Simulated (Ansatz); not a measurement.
# Al2Ru: one change and its effect

System: Al2Ru (Fddd, 6 atoms in the cell).
Method of run 1: DFT r2SCAN, scalar-relativistic, plane waves, norm-conserving potentials, no spin polarisation (Ansatz 0.2.0).

The structure derives from a Materials Project entry. Text and figures count atoms from 1; the logs count them from 0 in places.

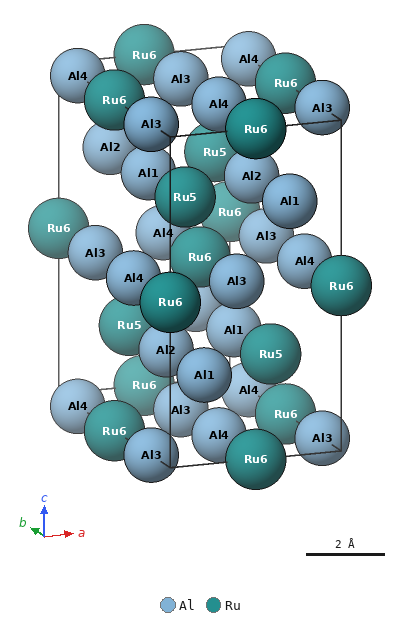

The structure (spheres-only view of the cell 4 times as large as that of the calculation, set on its symmetry axes, seen slightly off an axis; atoms are numbered from 1 in the order of the input). An atom can appear more than once, as a periodic image.

## Input, run 1
```yaml
crystal:
  lattice:
    - [0.0, 3.9898374997, 4.3915250777]
    - [2.3524746913, 0.0, 4.3915250777]
    - [2.3524746913, 3.9898374997, 0.0]
  atoms:
    - { symbol: Al, position: [0.07906103, 0.42093897, 0.07906103] }
    - { symbol: Al, position: [0.42093897, 0.07906103, 0.42093897] }
    - { symbol: Al, position: [0.17093897, 0.82906103, 0.17093897] }
    - { symbol: Al, position: [0.82906103, 0.17093897, 0.82906103] }
    - { symbol: Ru, position: [0.75, 0.75, 0.75] }
    - { symbol: Ru, position: [0.5, 0.5, 0.5] }
basis: {}
kpoints:
  mp_grid: { grid: [10, 10, 10] }
hamiltonian:
  xc: r2scan
  pseudopotentials: { kind: nc }
scf:
  occupations: { method: gaussian, width: 0.01 }
output:
  forces: true
  stress: true
  eigenvalues: true
```

Command:
```bash
ansatz run input.yaml --threads 1 --pin off --max-ram 2560MiB --backend cpu --events-out ev --progress --plain --runs-dir out
```

Hardware: 1 thread of Intel Xeon @ 2.70GHz, 189 GiB of memory available, shared host.

## Output, shortened to warnings, some set-up lines, iterations and results (run 1)
```
Basis set: ecut = 1142.878222 eV, 7205 PW (Γ), exchange–correlation on 288×240×216 points (64 copies of the dense FFT grid, shifted against one another)
Symmetry: 8 space group operations
k-points: 171 of 1000
Initial density: superposition of atomic densities (chi_scale 0.1, normalization cell, long waves kept (reshape's long-wave potential 0.00 eV rms))
[...]
SCF iter   1: F=—  HF=-6108.482029 eV  |F-HF|=—  |Δ(HF+E_count)|=         —  Δρ=1.20e-1  dr2=1.56e1  dr2_τ=8.25e0  ethr=3.10e-3  ⟨swp⟩=7.0  Hψ=23035  notcnv=0
SCF iter   2: F=—  HF=-6112.158654 eV  |F-HF|=—  |Δ(HF+E_count)|=    3.68e0  Δρ=1.59e-1  dr2=3.54e1  dr2_τ=3.76e1  ethr=3.10e-3  ⟨swp⟩=4.0  Hψ=13872  notcnv=0  defer=255  …
SCF iter   3: F=—  HF=-6106.028897 eV  |F-HF|=—  |Δ(HF+E_count)|=    6.13e0  Δρ=2.98e-2  dr2=5.59e-1  dr2_τ=9.33e-2  ethr=3.10e-3  ⟨swp⟩=3.1  Hψ=11561  notcnv=0  defer=243
SCF iter   4: F=—  HF=-6105.980545 eV  |F-HF|=—  |Δ(HF+E_count)|=   4.84e-2  Δρ=1.05e-2  dr2=7.72e-2  dr2_τ=1.33e-1  ethr=1.27e-3  ⟨swp⟩=3.1  Hψ=10712  notcnv=0  defer=248
SCF iter   5: F=—  HF=-6105.962845 eV  |F-HF|=—  |Δ(HF+E_count)|=   1.77e-2  Δρ=2.74e-3  dr2=4.71e-3  dr2_τ=1.25e-3  ethr=1.75e-4  ⟨swp⟩=2.4  Hψ=7537  notcnv=0  defer=77
SCF iter   6: F=—  HF=-6105.961921 eV  |F-HF|=—  |Δ(HF+E_count)|=   9.23e-4  Δρ=2.94e-4  dr2=3.72e-5  dr2_τ=5.39e-6  ethr=1.07e-5  ⟨swp⟩=2.3  Hψ=7663  notcnv=0  defer=77
SCF iter   7: F=—  HF=-6105.961725 eV  |F-HF|=—  |Δ(HF+E_count)|=   1.96e-4  Δρ=6.32e-5  dr2=2.94e-6  dr2_τ=2.97e-6  ethr=8.46e-8  ⟨swp⟩=2.6  Hψ=8649  notcnv=0  defer=77
SCF iter   8: F=-6105.961725 eV  HF=-6105.961725 eV  |F-HF|=2.24e-8  |Δ(HF+E_count)|=   5.64e-7  Δρ=5.04e-6  dr2=2.78e-8  dr2_τ=1.65e-8  ethr=2.27e-10  ⟨swp⟩=7.0  Hψ=24025  …
SCF 1 converged in 8 iterations: F = -6105.961725 eV  dr2 = 2.78e-8
SCF converged after 8 iterations
Free energy (F): -6105.961725 eV
Harris-Foulkes:  -6105.961725 eV  (|F-HF|=2.24e-8)
Internal energy: -6105.961725 eV  (E = F + TS)
E sigma→0 (E₀):  -6105.961725 eV
Fermi energy:    14.234645 eV
--- Per-component energies (eV) ---
  E_band       = -319.281232
  E_kinetic    = 1871.497438
  E_local      = -4775.877565  (includes V_loc(G=0)·N_el)
  E_nonlocal   = 497.033557
  E_hartree    = 1521.665339
  E_xc         = -1430.372674
  E_vxc        = -1021.334694  (∫ρ·V_xc dr)
  E_vtau       = 66.080893  (kinetic-family band-sum trace: ∫τ·v_τ [+ j·A + Jᵃ·Aᵃ] dr)
  E_ewald      = -3789.907819
  E_smearing   = -0.000000  (= −TS)
  E_closure    = 0.000000  (closes the sum)
  Σ components = -6105.961725   (vs F -6105.961725, Δ=0.00e0)
--- Forces (eV/Å), atoms counted from 1 ---
  atom   1  Al     0.00000000     0.00320776     0.00000000
  atom   2  Al     0.00000000    -0.00320776     0.00000000
  atom   3  Al     0.00000000    -0.00320776     0.00000000
  atom   4  Al     0.00000000     0.00320776     0.00000000
  atom   5  Ru     0.00000000     0.00000000     0.00000000
  atom   6  Ru    -0.00000000     0.00000000     0.00000000
  max |Σ_I F_I| component: 0.00e0 eV/Å
--- Stress (GPa, compression-positive) ---
       -0.058581       0.000000       0.000000
        0.000000      -0.091965       0.000000
        0.000000       0.000000      -0.136350
  P = ⅓ Tr σ = -0.0956 GPa (-0.956 kbar)
```

For run 2 the input was changed thus:
```diff
-  pseudopotentials: { kind: nc }
+  pseudopotentials: { kind: paw, source: ansatz }
```

What does this change do to the results?

The total energies belong to different models, so their difference says nothing on which is more stable or more accurate. The pressure goes from −0.10 to 0.20 GPa. The number of SCF iterations is the same. The default cutoff goes from 1142.9 to 990 eV with the change. The plane waves at Γ go from 7205 to 5851.

## Output, shortened to warnings, some set-up lines, iterations and results (run 2)
```
Basis set: ecut = 990 eV, 5851 PW (Γ), exchange–correlation on 300×256×240 points (64 copies of the dense FFT grid, shifted against one another)
Symmetry: 8 space group operations
k-points: 171 of 1000
Initial density: superposition of atomic densities (chi_scale 0.1, normalization cell, long waves kept (reshape's long-wave potential 0.00 eV rms))
[...]
SCF iter   1: F=—  HF=-21528.526085 eV  |F-HF|=—  |Δ(HF+E_count)|=         —  Δρ=1.57e-1  dr2=2.94e1  dr2_τ=8.06e0  ethr=3.10e-3  ⟨swp⟩=7.5  Hψ=32882  notcnv=0
SCF iter   2: F=—  HF=-21523.696275 eV  |F-HF|=—  |Δ(HF+E_count)|=    4.83e0  Δρ=3.91e-2  dr2=1.44e0  dr2_τ=9.44e0  ethr=3.10e-3  ⟨swp⟩=4.3  Hψ=18449  notcnv=0  defer=421
SCF iter   3: F=—  HF=-21523.577282 eV  |F-HF|=—  |Δ(HF+E_count)|=   1.19e-1  Δρ=1.79e-2  dr2=1.27e-1  dr2_τ=3.77e-2  ethr=1.90e-3  ⟨swp⟩=2.1  Hψ=10908  notcnv=0  defer=304
SCF iter   4: F=—  HF=-21523.624622 eV  |F-HF|=—  |Δ(HF+E_count)|=   4.73e-2  Δρ=2.55e-3  dr2=3.24e-3  dr2_τ=5.38e-3  ethr=1.67e-4  ⟨swp⟩=2.1  Hψ=10640  notcnv=0  defer=133
SCF iter   5: F=—  HF=-21523.625040 eV  |F-HF|=—  |Δ(HF+E_count)|=   4.18e-4  Δρ=7.95e-4  dr2=2.37e-4  dr2_τ=6.03e-5  ethr=4.27e-6  ⟨swp⟩=2.4  Hψ=11534  notcnv=0  defer=133
SCF iter   6: F=—  HF=-21523.625060 eV  |F-HF|=—  |Δ(HF+E_count)|=   1.98e-5  Δρ=9.52e-5  dr2=3.09e-6  dr2_τ=1.27e-6  ethr=3.11e-7  ⟨swp⟩=2.0  Hψ=10985  notcnv=0  defer=133
SCF iter   7: F=—  HF=-21523.625056 eV  |F-HF|=—  |Δ(HF+E_count)|=   3.47e-6  Δρ=1.57e-5  dr2=2.14e-7  dr2_τ=5.73e-8  ethr=4.07e-9  ⟨swp⟩=2.3  Hψ=13795  notcnv=0  defer=133
SCF iter   8: F=-21523.625056 eV  HF=-21523.625056 eV  |F-HF|=8.44e-10  |Δ(HF+E_count)|=   5.53e-8  Δρ=4.61e-6  dr2=1.07e-8  dr2_τ=4.05e-9  ethr=1.32e-10  ⟨swp⟩=9.7  Hψ=34501 …
SCF 1 converged in 8 iterations: F = -21523.625056 eV  dr2 = 1.07e-8
SCF converged after 8 iterations
Free energy (F): -21523.625056 eV
Harris-Foulkes:  -21523.625056 eV  (|F-HF|=8.44e-10)
Internal energy: -21523.625056 eV  (E = F + TS)
E sigma→0 (E₀):  -21523.625056 eV
Fermi energy:    15.843435 eV
--- Per-component energies (eV) ---
  E_band       = -2184.152481
  E_kinetic    = 2647.949823
  E_local      = -12693.721875  (includes V_loc(G=0)·N_el)
  E_nonlocal   = 2384.381108
  E_hartree    = 3535.073592
  E_xc         = -840.533922
  E_vxc        = -1204.261419  (∫ρ·V_xc dr)
  E_paw        = -8067.466891  (= ΣΔE_a)
  E_vpaw       = -475.490516  (= ΣTr[D̂ρ^β])
  E_aug_tail   = -0.000226  (compensation charges beyond the density's cutoff)
  E_vtau       = 86.849673  (kinetic-family band-sum trace: ∫τ·v_τ [+ j·A + Jᵃ·Aᵃ] dr)
  E_ewald      = -8488.581393
  E_core_change = -0.725272  (= ΣΔE_core)
  E_smearing   = -0.000000  (= −TS)
  E_closure    = -0.000000  (closes the sum)
  Σ components = -21523.625056   (vs F -21523.625056, Δ=0.00e0)
--- Forces (eV/Å), atoms counted from 1 ---
  atom   1  Al     0.00000000    -0.00041581     0.00000000
  atom   2  Al     0.00000000     0.00041581     0.00000000
  atom   3  Al     0.00000000     0.00041581     0.00000000
  atom   4  Al     0.00000000    -0.00041581     0.00000000
  atom   5  Ru    -0.00000000     0.00000000     0.00000000
  atom   6  Ru     0.00000000     0.00000000     0.00000000
  max |Σ_I F_I| component: 0.00e0 eV/Å
--- Stress (GPa, compression-positive) ---
        0.271920       0.000000       0.000000
        0.000000       0.153466       0.000000
        0.000000       0.000000       0.186204
  P = ⅓ Tr σ = 0.2039 GPa (2.039 kbar)
```

## The two runs side by side

| quantity | run 1 | run 2 |
| --- | --- | --- |
| outcome | converged | converged |
| free energy per atom (eV) | −1017.6603 | −3587.2708 |
| gap on the mesh (eV) | 0.18 | 0.17 |
| pressure (GPa) | −0.10 | 0.20 |
| largest force (eV/Å) | 0.003 | 0.000 |
| SCF iterations | 8 | 8 |
| irreducible k-points | 171 | 171 |
| plane waves at Γ | 7205 | 5851 |
| wall time (shared host) | 3.4 min | 3.8 min |
